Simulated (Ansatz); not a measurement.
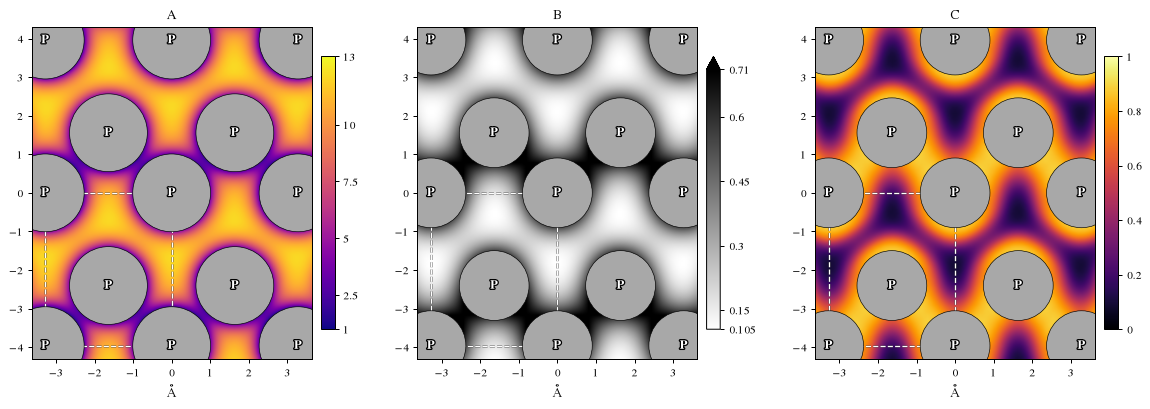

P: 3 fields on the (010) plane of the conventional cell, with unlabelled colour scales. Grey discs cover the atomic cores.

Space group Imma; a structure from a database of computed crystals, not necessarily the ambient phase.

These are results of Ansatz 0.2.0, DFT LDA, scalar-relativistic, plane waves, PAW, not measurements.

Which field does each panel show? The fields are: electron localisation function, electrostatic potential energy of an electron and valence pseudo-density.

Panel A: electrostatic potential energy of an electron (low next to the atoms, rising into the space between them). Panel B: valence pseudo-density. Panel C: electron localisation function. From the grid: P–P (2.26 Å): the density is about 0.71 e/Å³ at the midpoint; the ELF peaks at about 0.90 between the atoms.
